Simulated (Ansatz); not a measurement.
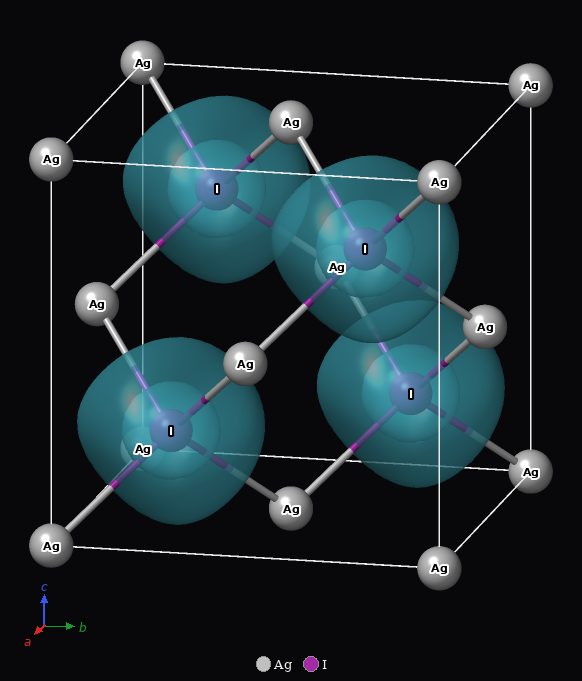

Figure 1: AgI. Isosurface of the electron localisation function at 0.6 (cyan), seen slightly off an axis. Core shells and regions of very low density are left out. Sticks mark near contacts.

Space group F-43m; started from the zincblende prototype, which need not be the ambient phase; changed on purpose from its base cell (hydrostatic strain +1.0%).

All numbers below come from Ansatz 0.2.0, DFT, r2SCAN, plane waves, PAW.

**Identify the bonds, lone pairs and shells in this picture.**

The ELF exceeds this value in four regions wrapped around I (the valence shell of each), counted in one cell of 8 atoms. Any copies at cell faces, edges or corners count once. Along the contacts the grid gives the following. Ag–I (2.88 Å): the ELF is about 0.35 at the midpoint and 0.15 at its lowest between the atoms.

**Does the calculation make it a metal, or give it a gap?**

It is gapped, with a Kohn–Sham gap of 1.8 eV on the k-point mesh (the band edges may lie off the mesh, which would make the gap smaller).
